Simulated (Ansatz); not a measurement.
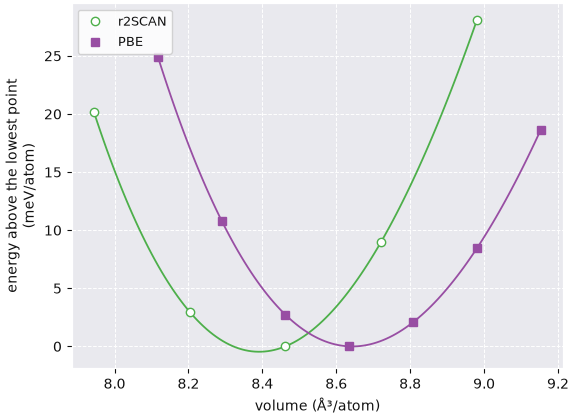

The plot gives the computed energy above the lowest point against volume, with one curve for each functional, for CoO (space group Fm-3m).

Calculation (Ansatz 0.2.0 development build): equation of state of a cubic crystal from periodic Kohn-Sham density functional theory without spin, third-order Birch-Murnaghan fit to the free energies; pressure corrected for the finite basis.

- structure type: rock salt
- atoms in cell: 2
- space group number: 225
- lattice centring: face-centred primitive
- occupation method: Fermi–Dirac
- datasets: soft-1 PAW
- density tolerance: 1e−07 eV
- bands: 16
- density cutoff ratio: 4
- search for lower states: default

Settings that differ: r2SCAN: wave cutoff 500 eV, k mesh 14×14×14, occupation width 0.1 eV; PBE: wave cutoff 420 eV, k mesh 23×23×23, occupation width 0.0612 eV.

**Order the curves by fitted equilibrium volume, smallest first.**

r2SCAN 8.391, PBE 8.643 Å³/atom.

**Order the curves by fitted bulk modulus, smallest first.**

PBE 221, r2SCAN 251 GPa.

Keep in mind: known magnet treated without spin, far from its ground state; modest k-mesh, values are not fully converged in k (r2SCAN).
